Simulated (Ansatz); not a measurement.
# Run report: Mo5S8, single-point calculation

System: Mo5S8 (slab, 13 atoms in the cell).
Method: DFT PBEsol, scalar-relativistic, plane waves, PAW, no spin polarisation (Ansatz 0.2.0).

The structure derives from an entry of the Crystallography Open Database. It belongs to a series of runs on one base structure; here: (0 1 2) slab cut from the bulk. Figures and captions count atoms from 1; the log counts them from 0 in places.

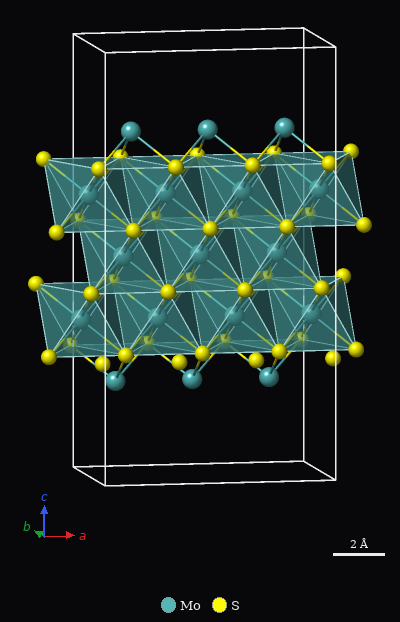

Fig. 1: The input geometry (polyhedral view of the 3 × 1 repeat of the cell, with the vacuum cut short, seen slightly off an axis; polyhedra are completed across the faces of the cell). An atom can appear more than once, as a periodic image.

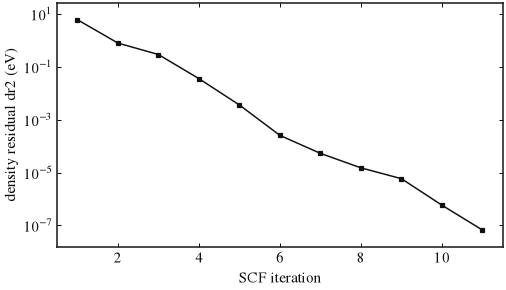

Fig. 2: Convergence of the self-consistent field: density residual dr2 against the SCF iteration. The residual falls at every step.

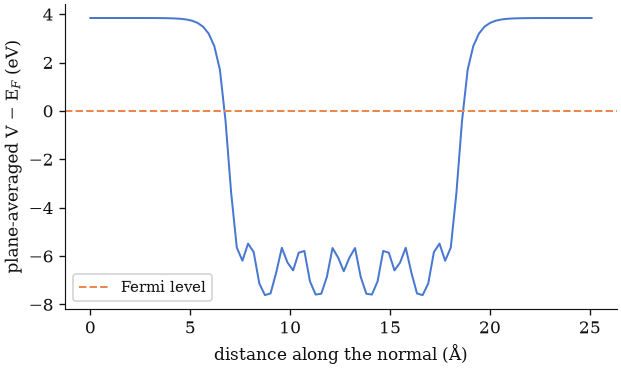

Fig. 3: Plane average of the electrostatic potential energy of an electron across the cell, from the Fermi level. The vacuum level lies 3.84 eV above the Fermi level.

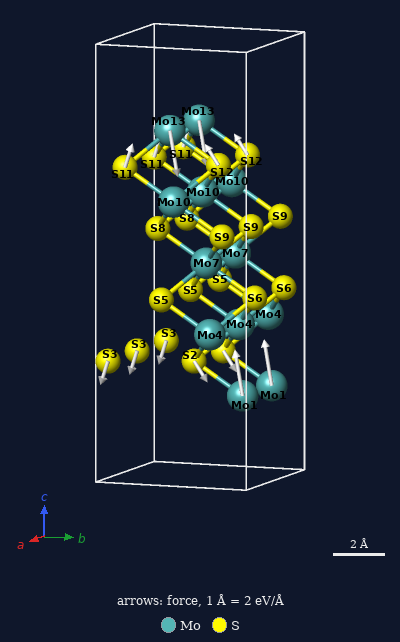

Fig. 4: Forces on the atoms as white arrows (ball-and-stick view of the 2 × 1 repeat of the cell, with the vacuum cut short, seen slightly off an axis; atoms are numbered from 1 in the order of the input); the smallest are left out. The largest act on Mo1, Mo13 (3.72 eV/Å); S3, S11 (2.05 eV/Å); S2, S12 (2.00 eV/Å). The geometry is not a stationary point of this energy.

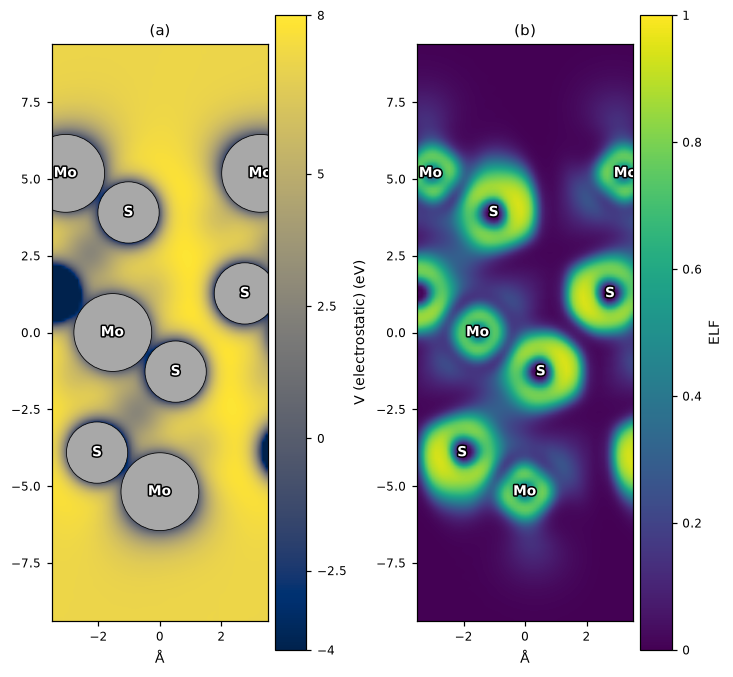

Fig. 5: (a) electrostatic potential (local pseudopotential plus Hartree) felt by an electron; (b) electron localisation function on the (100) plane of the calculation cell, a cut from vacuum to vacuum. Grey discs, where drawn, cover atomic cores. The section cuts through Mo and S sites. Mo–S (2.41 Å): the ELF is about 0.45 at the midpoint. The strong features right at Mo lie inside the PAW spheres (semicore, d or f shells) and say nothing about bonding. Core electrons are frozen (PAW), so the fields are smoothed inside the atomic spheres.

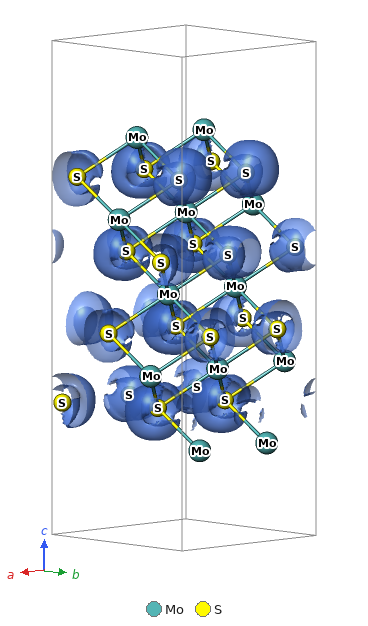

Fig. 6: Isosurface of the ELF at 0.8 (blue), seen at an oblique angle. Only the valence region is drawn (cores and ρ < 0.01 e/Å³ removed). Sticks mark near contacts. Values along the shortest contacts: Mo–S (2.41 Å): the ELF is about 0.40 at the midpoint.

The input that produced these results follows, with the program's output.

Input file:
```yaml
crystal:
  lattice:
    - [3.1204069007, 0.0, 0.0]
    - [0.0, 6.3470739332, 0.0]
    - [0.0, 0.0, 25.3648263934]
  atoms:
    - { symbol: Mo, position: [0.5, 0.8791503633, 0.2956850516] }
    - { symbol: S, position: [0.5, 0.5567085928, 0.3458736599] }
    - { symbol: S, position: [0.0, 0.080742497, 0.3476539175] }
    - { symbol: Mo, position: [0.0, 0.7583007265, 0.3978425258] }
    - { symbol: S, position: [0.0, 0.4358589561, 0.4480311341] }
    - { symbol: S, position: [0.5, 0.9598928602, 0.4498113917] }
    - { symbol: Mo, position: [0.5, 0.6374510898, 0.5] }
    - { symbol: S, position: [0.5, 0.3150093193, 0.5501886083] }
    - { symbol: S, position: [0.0, 0.8390432235, 0.5519688659] }
    - { symbol: Mo, position: [0.0, 0.516601453, 0.6021574742] }
    - { symbol: S, position: [0.0, 0.1941596826, 0.6523460825] }
    - { symbol: S, position: [0.5, 0.7181935867, 0.6541263401] }
    - { symbol: Mo, position: [0.5, 0.3957518163, 0.7043149484] }
basis:
  ecutwfc: 420
kpoints:
  mp_grid: { grid: [11, 6, 1] }
hamiltonian:
  xc: pbesol
scf:
  occupations: { method: gaussian, width: 0.1 }
output:
  forces: true
  stress: true
  eigenvalues: true
  write_density: true
  write_potential: true
  elf: true
  volumetric_format: npy
efield:
  axis: 3
  dipole_correction: true
  ramp_width: 0.04
```

Launch command:
```bash
ansatz run input.yaml --threads 2 --pin off --max-ram 5120MiB --backend cpu --events-out ev --progress --plain --runs-dir out
```

The program's output:
```
Engine: ansatz 0.2.0, x86_64-unknown-linux-gnu
Pseudopotentials: kind: paw
Pseudopotential: Mo, paw, valence charge 14, recommended cutoff 420 eV (normal), Mo.paw.azcp
Pseudopotential: S, paw, valence charge 6, recommended cutoff 420 eV (normal), S.paw.azcp
Functional definition: PBEsol
  exchange = pbesol_x
  correlation = pbesol_c
Crystal: 13 atoms, lattice volume = 502.362 Å³
Basis set: ecut = 420 eV, 9771 PW (Γ), exchange–correlation on 48×90×360 points (8 copies of the dense FFT grid, shifted against one another)
Bands: 72, of which v1, the nominal top of the filled ones, is band 59 counted from 1 (58 counted from 0)
Symmetry: 2 space group operations
k-points: 24 of 66 (time reversal used)
Non-local potential: Mo, projectors of the file, l = 0: 3, l = 1: 2, l = 2: 2, l = 3: 1
Non-local potential: S, projectors of the file, l = 0: 2, l = 1: 2, l = 2: 2
PAW form: soft (Blöchl's): semilocal exchange-correlation on the pseudo side does not see the compensation charge
PAW frozen core: Mo, regenerated for the run's functional, and the local potential with it (the file was generated under x = pbe(κ = 0.804, μ = 0.2195149727645171), c = pbe(β = 0.06672455060314922))
PAW frozen core: S, regenerated for the run's functional, and the local potential with it (the file was generated under x = pbe(κ = 0.804, μ = 0.2195149727645171), c = pbe(β = 0.06672455060314922))
PAW one-centre angular grid: Mo, 590 points (default); XC on 64 Gauss nodes
PAW one-centre angular grid: S, 110 points (default); XC on 64 Gauss nodes
Initial density: superposition of atomic densities (neutral atoms: chi_scale 0, normalization atom), corrected by the library's trained network
Initial wavefunctions: pseudopotential atomic-orbital guess
Functional: x = pbesol(κ = 0.804, μ = 0.12345679012345678), c = pbesol(β = 0.046)
SCF iter   1: F=—  HF=-31569.611664 eV  |F-HF|=—  |Δ(HF+E_count)|=         —  Δρ=9.95e-3  dr2=6.06e0  ethr=1.77e-3  p=0.000 e·Å  D=1.09e-11 V/Å  ΔV_dip=-0.00 eV  dr2_dipole=1.54e-7  V_vac-E_F(+/−)=3.49/3.49 eV  ⟨swp⟩=7.9  Hψ=7881  notcnv=0
efield: sawtooth ramp at fractional position 0.9800 (placed from the atoms, in the widest stretch of the axis that holds none; the zero of the levels goes with the place), width 0.0400; the density the first Hamiltonian is built on has a dipole p = 0.000 e·Å; the dipole correction subtracts the counter field D = 1.09e-11 V/Å, which shifts the + side's vacuum level by -0.00 eV against the − side's; the planar-averaged density in the ramp window peaks in size at 1.0e-5 e/Å³
preconditioner: auto → LDOS  [metal: Δε(μ)=0.005 eV  Ē_g=6.622 eV  σ=0.100 eV  W_gap=0.03  n_scr=70 (ndim 8)  ℏωp=14.6 eV  f_vac=0.492  D(μ)=10.14/eV (n_scr^D=40)  β→1.0]
SCF iter   2: F=—  HF=-31569.481105 eV  |F-HF|=—  |Δ(HF+E_count)|=   1.31e-1  Δρ=6.46e-3  dr2=7.93e-1  ethr=1.77e-3  p=0.000 e·Å  D=9.99e-7 V/Å  ΔV_dip=-0.00 eV  dr2_dipole=9.21e-7  V_vac-E_F(+/−)=3.61/3.61 eV  ⟨swp⟩=2.0  Hψ=2163  notcnv=0  defer=95
SCF iter   3: F=—  HF=-31569.428499 eV  |F-HF|=—  |Δ(HF+E_count)|=   5.26e-2  Δρ=3.08e-3  dr2=2.92e-1  ethr=6.72e-4  p=0.000 e·Å  D=6.72e-6 V/Å  ΔV_dip=-0.00 eV  dr2_dipole=1.51e-6  V_vac-E_F(+/−)=3.71/3.71 eV  ⟨swp⟩=2.0  Hψ=2237  notcnv=0  defer=110
SCF iter   4: F=—  HF=-31569.421624 eV  |F-HF|=—  |Δ(HF+E_count)|=   6.88e-3  Δρ=1.05e-3  dr2=3.58e-2  ethr=2.48e-4  p=-0.000 e·Å  D=-3.40e-6 V/Å  ΔV_dip=0.00 eV  dr2_dipole=2.80e-7  V_vac-E_F(+/−)=3.73/3.73 eV  ⟨swp⟩=1.6  Hψ=1719  notcnv=0  defer=107
SCF iter   5: F=—  HF=-31569.419860 eV  |F-HF|=—  |Δ(HF+E_count)|=   1.76e-3  Δρ=2.73e-4  dr2=3.60e-3  ethr=3.04e-5  p=0.000 e·Å  D=1.48e-6 V/Å  ΔV_dip=-0.00 eV  dr2_dipole=3.41e-7  V_vac-E_F(+/−)=3.77/3.77 eV  ⟨swp⟩=1.5  Hψ=1838  notcnv=0  defer=107
SCF iter   6: F=—  HF=-31569.419948 eV  |F-HF|=—  |Δ(HF+E_count)|=   8.86e-5  Δρ=1.19e-4  dr2=2.55e-4  ethr=3.05e-6  p=-0.000 e·Å  D=-9.43e-7 V/Å  ΔV_dip=0.00 eV  dr2_dipole=3.59e-7  V_vac-E_F(+/−)=3.80/3.80 eV  ⟨swp⟩=1.9  Hψ=1897  notcnv=0  defer=107
SCF iter   7: F=—  HF=-31569.420047 eV  |F-HF|=—  |Δ(HF+E_count)|=   9.89e-5  Δρ=6.01e-5  dr2=5.33e-5  ethr=2.16e-7  p=0.000 e·Å  D=2.19e-6 V/Å  ΔV_dip=-0.00 eV  dr2_dipole=9.77e-7  V_vac-E_F(+/−)=3.82/3.82 eV  ⟨swp⟩=2.1  Hψ=2343  notcnv=0  defer=107
SCF iter   8: F=—  HF=-31569.420054 eV  |F-HF|=—  |Δ(HF+E_count)|=   6.38e-6  Δρ=3.02e-5  dr2=1.51e-5  ethr=4.52e-8  p=-0.000 e·Å  D=-4.66e-6 V/Å  ΔV_dip=0.00 eV  dr2_dipole=2.21e-6  V_vac-E_F(+/−)=3.84/3.84 eV  ⟨swp⟩=2.3  Hψ=2396  notcnv=0  defer=88
SCF iter   9: F=—  HF=-31569.420060 eV  |F-HF|=—  |Δ(HF+E_count)|=   6.26e-6  Δρ=1.63e-5  dr2=5.87e-6  ethr=1.28e-8  p=0.000 e·Å  D=4.01e-6 V/Å  ΔV_dip=-0.00 eV  dr2_dipole=1.90e-6  V_vac-E_F(+/−)=3.84/3.84 eV  ⟨swp⟩=2.0  Hψ=2316  notcnv=0  defer=88
SCF iter  10: F=—  HF=-31569.420061 eV  |F-HF|=—  |Δ(HF+E_count)|=   8.64e-7  Δρ=6.15e-6  dr2=5.84e-7  ethr=4.98e-9  p=-0.000 e·Å  D=-1.28e-6 V/Å  ΔV_dip=0.00 eV  dr2_dipole=1.39e-7  V_vac-E_F(+/−)=3.84/3.84 eV  ⟨swp⟩=2.0  Hψ=1877  notcnv=0  defer=88
SCF iter  11: F=-31569.420061 eV  HF=-31569.420061 eV  |F-HF|=1.21e-8  |Δ(HF+E_count)|=   3.98e-7  Δρ=2.81e-6  dr2=6.71e-8  ethr=8.47e-11  p=0.000 e·Å  D=1.52e-8 V/Å  ΔV_dip=-0.00 eV  dr2_dipole=2.28e-9  V_vac-E_F(+/−)=3.84/3.84 eV  ⟨swp⟩=18.4  Hψ=14388  notcnv=0
SCF 1 converged in 11 iterations: F = -31569.420061 eV  dr2 = 6.71e-8
  greatest PAW one-centre occupation: 0.999 electrons in one spin orbital (limit 2), on the Mo atom at site 12 (counted from 0), in its partial waves of l = 0
WARN: The output density's exchange-correlation potential varies sharply where the density is thin. Do not read a vacuum level from v_tot or v_xc, or from such a field of the output density. On a cell that repeats whose density bears no net charge and no dipole along the vacuum's axis use v_es (v_loc + v_h of the components); under efield.dipole_correction with no amplitude use v_es + v_field, which holds any external_charges[].barrier, or the levels of the report's work_function block, which leave it out; under a non-zero efield.amplitude the vacuum is tilted and has no level; on a cell that repeats and bears such a dipole with no correction it is tilted too, and efield.dipole_correction with no amplitude gives each side of its ramp a level where efield: is served; in a cell that repeats whose density bears a net charge (total_charge, or a fill off its count) it is curved and has none; of a slab under crystal.periodic whose density bears no net charge use v_es, which has a level on each side, short of where the two are joined; of another it falls or rises all the way out and has none; of a slab beside external_charges read slab_vacuum_level instead, which it has where they leave it neutral. The grid or the basis barely resolves most such structure, and the values can differ between equally converged runs; as a rule a tighter scf.convergence.dr2_threshold does not remove it. Where the density itself ripples (under the LDA too) a higher basis.ecutwfc lessens it. The files hold the spikes' plane waves up to the density's cutoff. Files: v_tot_of_output_density and the like, and their columns of v_z.tsv (output.write_potential); v_xc_of_output_density and the like, and their columns of v_comp_z.tsv (output.write_potential_components). Measured: with its Gaussian average of σ = 0.25 Å subtracted twice, the exchange-correlation potential is over 0.1 eV at 2548 of the grid points where the equally averaged density (valence and model cores) is under 1e-3 e/Å³, and 0.629 eV at the most among them, at an averaged density of 1.3e-7 e/Å³. The input density's (outcome.potential() and, of a run that writes arrays, v_tot and v_xc) is over 0.1 eV, so measured, at 36 points of its own thin density, 0.180 eV at the most. See output.write_potential in the manual, Limitations
SCF converged after 11 iterations
Free energy (F): -31569.420061 eV
Harris-Foulkes:  -31569.420061 eV  (|F-HF|=1.21e-8)
Internal energy: -31569.368823 eV  (E = F + TS)
E sigma→0 (E₀):  -31569.394442 eV
Entropy (-TS):   -0.051238 eV (-3.941 meV/atom)
Fermi energy:    3.308030 eV
Dipole field:    D = 0.000041 V/Å  (p = 0.000113 e·Å, saw-weighted, corrected)
Work function:   Φ+ = 3.8413 eV   Φ− = 3.8423 eV
Levels:          The Fermi level and band energies are counted from a zero that moves with the ramp; work functions are not
--- Per-component energies (eV) ---
  E_band       = -1709.155681
  E_kinetic    = 3054.394033
  E_local      = -86527.195463  (includes V_loc(G=0)·N_el)
  E_nonlocal   = 956.891882
  E_hartree    = 41702.919965
  E_xc         = -1674.771570
  E_vxc        = -1833.095223  (∫ρ·V_xc dr)
  E_paw        = -20392.863364  (= ΣΔE_a)
  E_vpaw       = -766.008465  (= ΣTr[D̂ρ^β])
  E_aug_tail   = 0.000199  (compensation charges beyond the density's cutoff)
  E_efield     = 0.000000  (sawtooth field / dipole correction)
  E_vefield    = 0.000000  (∫n·V_field dr)
  E_ewald      = 31309.713402
  E_core_change = 1.542091  (= ΣΔE_core)
  E_smearing   = -0.051238  (= −TS)
  E_closure    = 0.000000  (closes the sum)
  Σ components = -31569.420061   (vs F -31569.420061, Δ=0.00e0)
--- Forces (eV/Å), atoms counted from 1 ---
  atom   1  Mo     0.00000000    -0.65214863     3.66207011
  atom   2  S      0.00000000     1.13395828    -1.64622527
  atom   3  S      0.00000000    -0.64329101    -1.94331471
  atom   4  Mo     0.00000000     0.13571182     0.03337419
  atom   5  S      0.00000000     0.20128708    -0.07186466
  atom   6  S      0.00000000    -0.11249104    -0.15399065
  atom   7  Mo     0.00000000    -0.00000341     0.00000692
  atom   8  S      0.00000000     0.11249679     0.15399185
  atom   9  S      0.00000000    -0.20128814     0.07186494
  atom  10  Mo     0.00000000    -0.13571155    -0.03338570
  atom  11  S      0.00000000     0.64329530     1.94330905
  atom  12  S      0.00000000    -1.13397206     1.64622576
  atom  13  Mo     0.00000000     0.65216124    -3.66208576
  max |Σ_I F_I| component: 2.39e-5 eV/Å
--- Stress (GPa, compression-positive) ---
       -2.543453       0.000000       0.000000
        0.000000      -2.058213       0.611649
        0.000000       0.611649      -3.080143
  P = ⅓ Tr σ = -2.5606 GPa (-25.606 kbar)
--- Band table (eV; the first three rows and the last of 24) ---
  k-point 0: bands = ["-58.2071", "-58.0869", "-58.0843", "-57.7747", "-57.7747", "-32.5327", "-32.3425", "-32.3156", "-32.2600", "-32.2295", "-32.1907", "-32.1793", "-32.1424", "-32.1307", "-32.0332", "-32.0259", "-31.8974", "-31.8953", "-31.6037", "-31.6037", "-11.6473", "-11.1141", "-10.3413", "-10.1644", "-10.0786", "-9.9760", "-9.8828", "-9.5384", "-3.5652", "-3.4656", "-2.8457", "-2.3052", "-2.0320", "-2.0019", "-1.6789", "-1.3520", "-1.0406", "-0.4502", "-0.4147", "-0.4032", "-0.2750", "-0.2350", "-0.1894", "0.3453", "0.7400", "0.7933", "0.8994", "1.1207", "1.3988", "1.5607", "1.7537", "1.7740", "1.8086", "1.9230", "2.2530", "2.3402", "2.5120", "2.6243", "2.9585", "3.0784", "3.1026", "3.7683", "3.8353", "3.9020", "4.0578", "4.3202", "4.5054", "4.5671", "4.7676", "5.2186", "5.4423", "5.8995"]
  k-point 1: bands = ["-58.2071", "-58.0869", "-58.0843", "-57.7747", "-57.7747", "-32.5327", "-32.3425", "-32.3156", "-32.2600", "-32.2295", "-32.1907", "-32.1794", "-32.1424", "-32.1307", "-32.0332", "-32.0259", "-31.8974", "-31.8953", "-31.6037", "-31.6037", "-11.5856", "-11.0631", "-10.3341", "-10.2964", "-10.1729", "-9.9965", "-9.8719", "-9.4651", "-3.4285", "-3.3775", "-2.7267", "-2.3962", "-2.1416", "-1.9160", "-1.7564", "-1.3028", "-1.0608", "-0.4633", "-0.4373", "-0.3994", "-0.2810", "-0.2291", "-0.1879", "0.2813", "0.6783", "0.7375", "0.7992", "1.0678", "1.1478", "1.4813", "1.6929", "1.7677", "1.8341", "1.9910", "2.4184", "2.4930", "2.5862", "2.6382", "2.9588", "3.1548", "3.1887", "3.6869", "3.7055", "4.0406", "4.0584", "4.3397", "4.5805", "4.5866", "4.7677", "5.2443", "5.4862", "5.9225"]
  k-point 2: bands = ["-58.2071", "-58.0869", "-58.0843", "-57.7747", "-57.7747", "-32.5327", "-32.3425", "-32.3157", "-32.2600", "-32.2295", "-32.1907", "-32.1794", "-32.1424", "-32.1307", "-32.0332", "-32.0259", "-31.8974", "-31.8953", "-31.6037", "-31.6037", "-11.4218", "-10.9327", "-10.5731", "-10.3739", "-10.2685", "-10.0933", "-9.8512", "-9.3524", "-3.3263", "-2.9363", "-2.5879", "-2.4862", "-2.1319", "-1.9668", "-1.7861", "-1.2857", "-1.1282", "-0.7108", "-0.4777", "-0.4662", "-0.2984", "-0.2152", "-0.1907", "0.1422", "0.4857", "0.6578", "0.7341", "0.8091", "1.2138", "1.4755", "1.5548", "1.7761", "1.9040", "1.9526", "2.4564", "2.6105", "2.6382", "2.9454", "2.9601", "3.3033", "3.3843", "3.5400", "3.5816", "4.0153", "4.2087", "4.3676", "4.6076", "4.7432", "4.7680", "5.3530", "5.6025", "5.9683"]
  k-point 23: bands = ["-58.1807", "-58.0623", "-58.0622", "-57.7530", "-57.7530", "-32.5898", "-32.5313", "-32.4616", "-32.3180", "-32.2684", "-32.2601", "-32.2448", "-32.1450", "-32.1445", "-32.0256", "-32.0250", "-31.8713", "-31.8710", "-31.8691", "-31.8689", "-9.8910", "-9.8560", "-9.7372", "-9.5731", "-9.4996", "-9.4058", "-9.2677", "-9.2371", "-3.5696", "-3.5593", "-2.8808", "-2.8618", "-2.3639", "-2.3281", "-2.1532", "-2.1114", "-1.2715", "-1.1408", "-0.9999", "-0.9930", "-0.8998", "-0.6677", "-0.6489", "-0.5791", "-0.4290", "-0.2483", "-0.0217", "0.3246", "0.3784", "0.5738", "0.6345", "0.7549", "1.2449", "1.2829", "2.3551", "2.5638", "3.0916", "3.1852", "3.4794", "3.6241", "3.9983", "4.4719", "4.5606", "4.6114", "4.6987", "4.8822", "5.0955", "5.1384", "5.2355", "5.3481", "5.3689", "6.5418"]
```

Results in brief:

```tsv
quantity	value
outcome	converged
electrons treated	118
free energy	−31569.4201 eV
work function, top face	3.84 eV
work function, bottom face	3.84 eV
Fermi energy	3.308 eV
gap on the k-point mesh	none (metallic)
work function (upper face)	3.84 eV
largest force (length of the vector)	3.720 eV/Å
hardware	2 threads of AMD EPYC (Zen 3), 32 GiB of memory available, shared host
wall time	59 s (CPU time 1.9 min)
peak memory	1.1 GiB
```

Remarks:

Warnings of the run: the exchange-correlation potential is rough where the density is thin.
